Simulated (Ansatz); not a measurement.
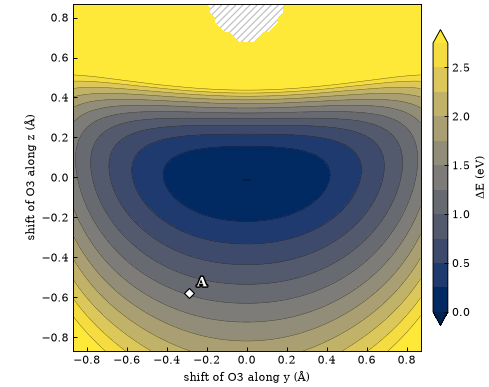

SnO₂ (I4_1/amd, No. 141; 6 atoms in the cell). One atom moved over a plane, all else fixed (x along [1 0 0], y along [0 1 0], z along [0 0 1] of the conventional cell). First axis: shift of O3 along y. Second axis: shift of O3 along z. Nothing is relaxed (all other atoms fixed). The grid has 7 × 7 points; 27 points were computed and 21 follow by symmetry. At 1 point there is no value (left out of the scan, as a rule where atoms come close). Energies are in eV per cell, from the lowest grid point. The band gap closes in part of the range. The calculation used DFT PBEsol, scalar-relativistic, plane waves, PAW in Ansatz. Settings: cutoff 420 eV, k-mesh 10×10×10, gaussian smearing 0.05 eV, no spin polarisation.

The picture shows filled contours, one colour for all values above the top of the scale, hatched blanks where no value was computed, the point A. Between grid points the surface is interpolated.

**Which way does the force act at A, and how strong is it?**

A, at shift of O3 along y = −0.29 Å, shift of O3 along z = −0.58 Å, is not a stationary point. The computed force is 2.7 eV/Å in the plane, pointing up in the picture (components 0.8 and 2.6 eV/Å).

PAW datasets: the set soft_1.
